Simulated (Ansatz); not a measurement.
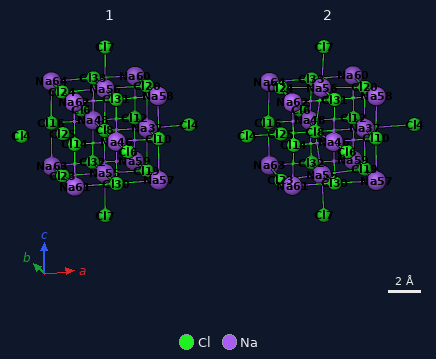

Two geometries of a defect cell of composition Cl33Na31, drawn at one scale. One is the start of a relaxation, the other its converged end. The picture is a ball-and-stick view of the atoms within 5.8 Å of the atom that moves most (axes of the cell of the calculation (origin shifted)), seen slightly off an axis.

Theory: DFT, PBEsol, PAW, plane waves (Ansatz 0.2.0). Set-up: plane-wave cutoff 420 eV; k-point mesh 1 × 1 × 1; mesh shifted by (0.25, 0.25, 0.25); no spin polarisation; atoms relaxed in a fixed cell; force threshold 0.03 eV/Å; at most 80 steps.

Which one is relaxed?

Structure 2 is the relaxed one. The energy falls by 1.273 eV per cell of the calculation in 10 geometry steps. Largest force component: 0.6 eV/Å at the start, 0.022 eV/Å at the end. Cl8 moves most: 0.51 Å along −a. By element the largest moves are Cl 0.51 Å, Na 0.14 Å. The cell doesn't change. Some distances before and after: Cl4–Na37 2.802 → 3.335 Å, Cl4–Cl25 2.780 → 2.272 Å, Cl8–Cl25 2.781 → 2.288 Å, Cl8–Na37 2.838 → 3.305 Å. New bonds form, among them: Cl4–Cl25 (2.78 → 2.27 Å), Cl8–Cl25 (2.78 → 2.29 Å). Bond angles that change, for instance: Na55–Cl8–Na56 179.5° → 162.7°, Na46–Cl8–Na48 178.6° → 162.7°, Na37–Cl8–Na46 89.8° → 81.4°. Cost: 20 s on 1 × NVIDIA GB300 Max-Q with 8 threads of Arm Neoverse-V2, peak memory 1.9 GiB.
